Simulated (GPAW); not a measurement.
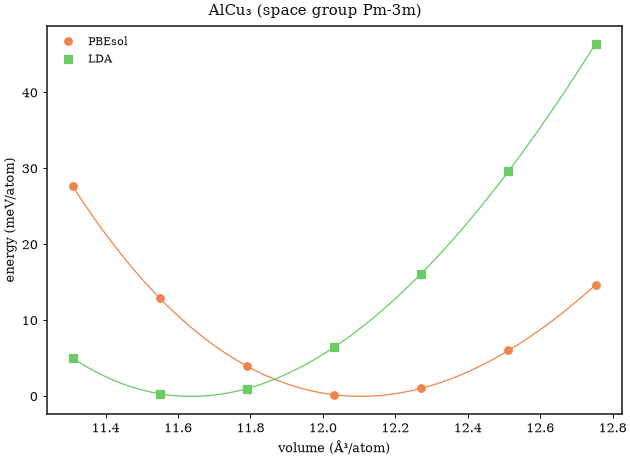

Figure. Energy against volume, with one curve for each functional, for AlCu₃ (space group Pm-3m).

Settings that differ: PBEsol: potentials PAW-data-sets-made-by gpaw-setup-for-the-functional; LDA: potentials GPAW-PAW-data-sets-(gpaw-data-1.2.1).

The fitted equilibrium volumes, smallest first, are LDA 11.637, PBEsol 12.104 Å³/atom. The fitted bulk moduli, smallest first, are PBEsol 149.3, LDA 165.7 GPa.

Computed with GPAW 26.7.0: PAW DFT in plane waves, on a grid or in atomic orbitals, no spin polarisation; energies at scaled volumes of the given cell, shape and fractions fixed, counted from the fit's minimum, third-order Birch-Murnaghan fit. All runs: no spin polarisation.

- k mesh: 7×7×7
- occupations: Fermi–Dirac
- smearing width: 0.05 eV
- wave cutoff: 600 eV
